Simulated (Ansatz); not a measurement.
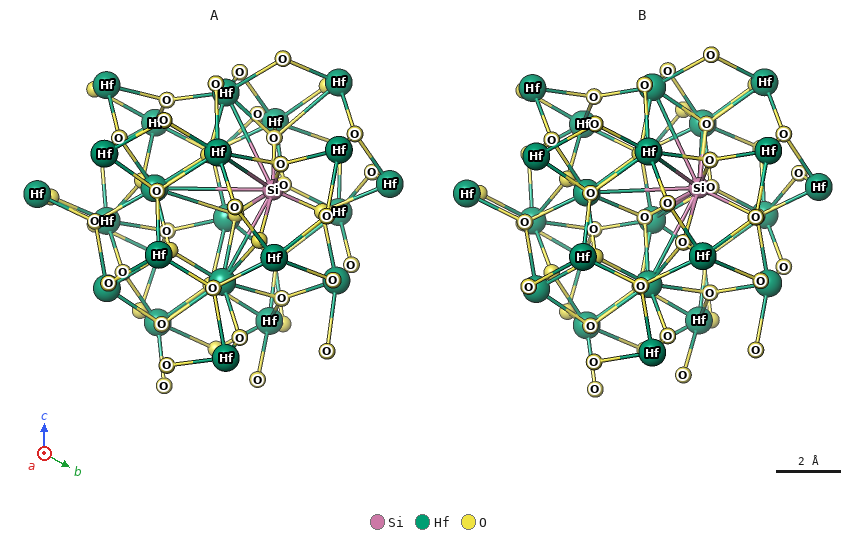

Two geometries of a defect cell of composition Hf15SiO32, drawn at one scale. One is the start of a relaxation, the other its converged end. Style: ball-and-stick. Shown: the atoms within 5.8 Å of the atom that moves most (axes of the cell of the calculation (origin shifted)), along the a axis.

These are results of Ansatz, DFT PBE, scalar-relativistic, plane waves, PAW, not measurements. Set-up: plane-wave cutoff 420 eV; k-point mesh 2 × 2 × 2; occupations gaussian; smearing width 0.01 eV; mesh shifted by (0.5, 0.5, 0.5); no spin polarisation; atoms relaxed in a fixed cell; force threshold 0.025 eV/Å; at most 45 steps.

> Which of the two is the end point?

Structure A is the relaxed one. Case: Si on a Hf site (a), charge +0, atoms relaxed at the host's cell. An O atom moves most: 0.61 Å along [2 3 2]. Largest moves by element: O 0.61 Å, Si 0.26 Å, Hf 0.20 Å. The cell doesn't change. Near-neighbour distances that change, for instance: O–Si 2.280 → 3.059 Å, Hf–O 2.280 → 2.928 Å, Hf–O 2.280 → 2.695 Å, O–Si 2.149 → 1.776 Å. Bond angles that change, for instance: Si–O–Hf 109.9° → 136.6°, Si–O–Hf 108.0° → 130.1°, Hf–O–Hf 126.1° → 106.5°. After 8 accepted moves (9 points after the start) the energy has fallen by 2.608 eV per cell of the calculation. Largest force component: 2.3 eV/Å at the start, 0.008 eV/Å at the end. The line search rejected the trial step at point 7 of the run. The run took 6.4 min on 4 threads of AMD EPYC 7B13 (Zen 3), with other jobs on the host, peak memory 3.7 GiB.
